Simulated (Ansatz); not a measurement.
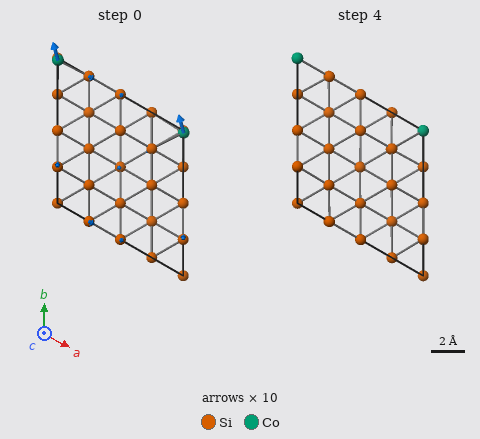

The structure of a defect cell of composition CoSi32 before (left) and after (right) a relaxation, at one scale. The blue arrows give the displacements, magnified 10 times.

Style: ball-and-stick. Shown: the cell of the calculation, along the c axis.

Case: Co interstitial, charge +0, atoms relaxed.

Computed with DFT PBE, scalar-relativistic, plane waves, PAW in Ansatz. (plane-wave cutoff 420 eV; k-point mesh 2 × 2 × 2; occupations gaussian; smearing width 0.02 eV; mesh shifted by (0.5, 0.5, 0.5); collinear spin; atoms relaxed in a fixed cell; force threshold 0.02 eV/Å; at most 60 steps)

**What changed between the two?**

The energy falls by 69.6 meV per cell of the calculation in 3 accepted moves (4 points after the start). The largest force component goes from 0.54 to 0.013 eV/Å. 1 step only repeated the SCF at the same geometry. The Co atom moves most: 0.13 Å along [−1 3 2]. By element the largest moves are Co 0.13 Å, Si 0.05 Å. The cell doesn't change. Some distances before and after: Co–Si 2.871 → 2.731 Å, Co–Si 2.270 → 2.408 Å, Co–Si 2.600 → 2.706 Å, Co–Si 2.317 → 2.403 Å. Bond angles that change, for instance: Si–Si–Co 72.6° → 69.2°, Si–Si–Co 72.8° → 69.6°, Si–Si–Co 176.8° → 179.8°. The run took 93 s on 4 threads of Intel(R) Xeon(R) Platinum 8488C (Sapphire Rapids), with other jobs on the host, peak memory 1.9 GiB.
